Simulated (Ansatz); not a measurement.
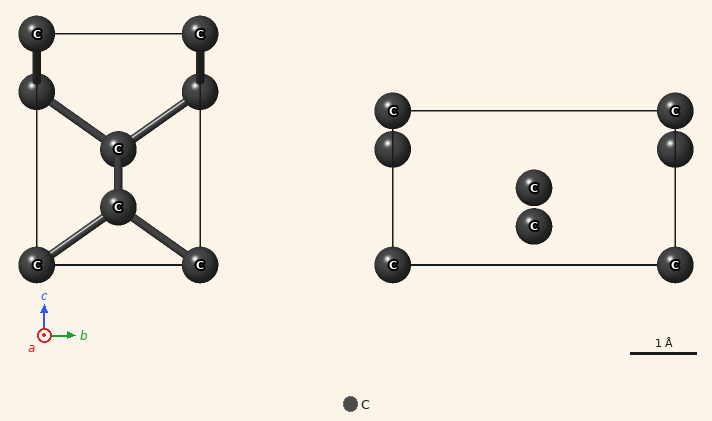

Two geometries of a crystal of C (built on the beta-tin_141 type) (coarse preliminary run), drawn at one scale. One is the start of a relaxation, the other its converged end. Style: ball-and-stick. Shown: the conventional cell (2 times the calculation's cell), along the a axis. Lengths and directions refer to the drawn axes.

Method: DFT PBEsol, scalar-relativistic, plane waves, PAW (Ansatz 0.2.0). Set-up: plane-wave cutoff 420 eV; k-point mesh 8 × 8 × 8; occupations gaussian; smearing width 0.1 eV; no spin polarisation; cell and atoms relaxed; force threshold 0.04 eV/Å; at most 70 steps.

### Which one is relaxed?

The left one is the relaxed one. Case: beta-tin type (I4_1/amd, No. 141). After 21 accepted moves (24 points after the start) the energy has fallen by 4591 meV per atom. All forces vanish by symmetry, so only the cell relaxes. Pressure: −48.41 GPa at the start and 0.04 GPa at the end. At 3 points the geometry stayed and the basis and grid were re-selected for the new cell (energy shift of 135 meV per atom at most each time). No atom moves by more than 0.005 Å relative to the cell. The drawn cell changes as follows: a = b 4.346 → 2.513 Å (−42.2 %), c 2.371 → 3.554 Å (+49.9 %); the volume changes by −49.9 %. Near-neighbour distances that change, for instance: C–C 2.253 → 1.539 Å. New bonds form: C–C (2.25 → 1.54 Å). The space group (tolerance 0.01 Å) goes from I4_1/amd (No. 141) to Fd-3m (No. 227). The run took about 17 core-seconds on a shared host.
